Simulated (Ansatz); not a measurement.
## Electronic structure of AlGa$_{3}$N$_{4}$ in real space

```
Al Ga N
1.0
     5.89437    0.00000    0.00000
     0.00000    8.33697    0.00000
     0.00000    0.00000    2.94677
Al Ga N
2 6 8
Cartesian
  0.0000 4.1685 0.0000
  2.9472 0.0000 0.0000
  1.4736 2.0842 1.4734
  4.4208 6.2527 1.4734
  1.4736 6.2527 1.4734
  4.4208 2.0842 1.4734
  0.0000 0.0000 0.0000
  2.9472 4.1685 0.0000
  0.0000 6.2242 0.0000
  2.9472 2.0557 0.0000
  1.4336 4.1685 1.4734
  4.3808 0.0000 1.4734
  1.5136 0.0000 1.4734
  4.4607 4.1685 1.4734
  0.0000 2.1128 0.0000
  2.9472 6.2812 0.0000
```

Space group Cmmm; a structure from a database of computed crystals, not necessarily the ambient phase; started from the CaCd3O4-65 prototype, which need not be the ambient phase.

All numbers below come from DFT, r2SCAN+rVV10, plane waves, PAW in Ansatz.

The density is the valence pseudo-density of a PAW calculation; it isn't the true density close to the nuclei.

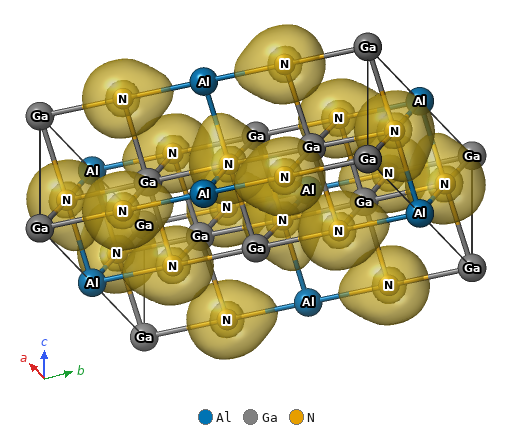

Figure 1. Isosurface of the ELF at 0.65 (yellow), seen at an oblique angle. Core shells and regions of very low density are left out. Sticks mark near contacts.

> Where are the electrons localised?

The ELF exceeds this value in eight regions on N in which the atom's valence shell and bonds are merged, counted in one cell of 16 atoms. Regions shared between cells count once. Along the contacts the grid gives the following. Al–N (2.06 Å): the ELF peaks at about 0.85 in the valence shell of N, 0.8 Å from its nucleus, and is about 0.80 at the midpoint. Ga–N (2.08 Å): the ELF peaks at about 0.80 in the valence shell of N, 0.7 Å from its nucleus, and is about 0.35 at the midpoint.

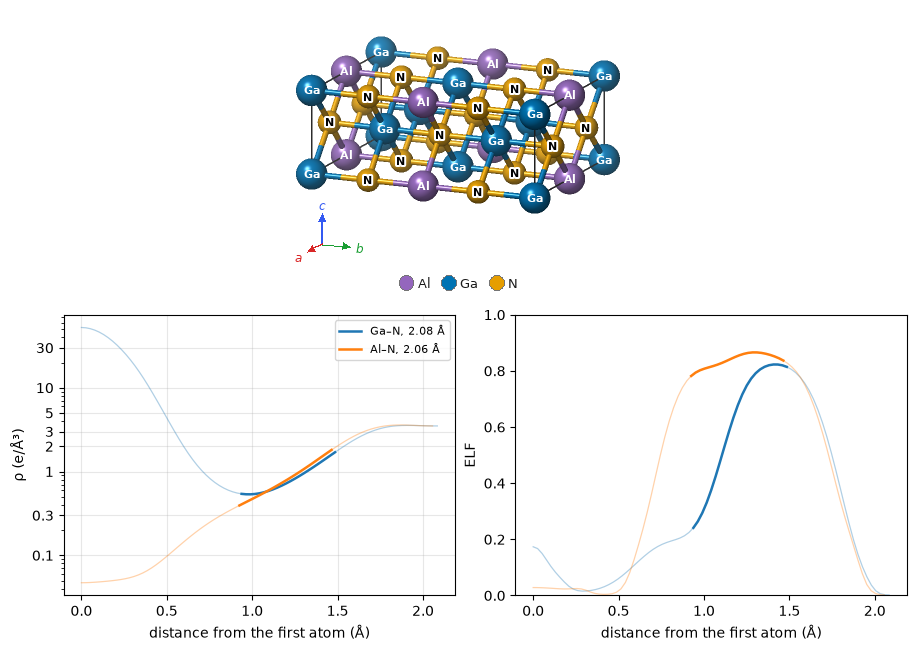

Figure 2. Valence charge density (pseudo) and ELF along straight lines between neighbouring atoms. Thin, pale parts lie inside the atomic spheres. The structure is drawn too.

> What can be read from the curves?

Ga–N (2.08 Å): ρ is about 0.55 e/Å³ halfway; the ELF peaks at about 0.80 in the valence shell of N, 0.7 Å from its nucleus, and is about 0.35 at the midpoint.
Al–N (2.06 Å): the density is about 0.5 e/Å³ at the midpoint; the ELF peaks at about 0.85 in the valence shell of N, 0.8 Å from its nucleus, and is about 0.80 at the midpoint.

> Does the calculation give a band gap?

It is gapped, with a Kohn–Sham gap of 1.5 eV on the k-point mesh, an upper bound to the gap of this method.
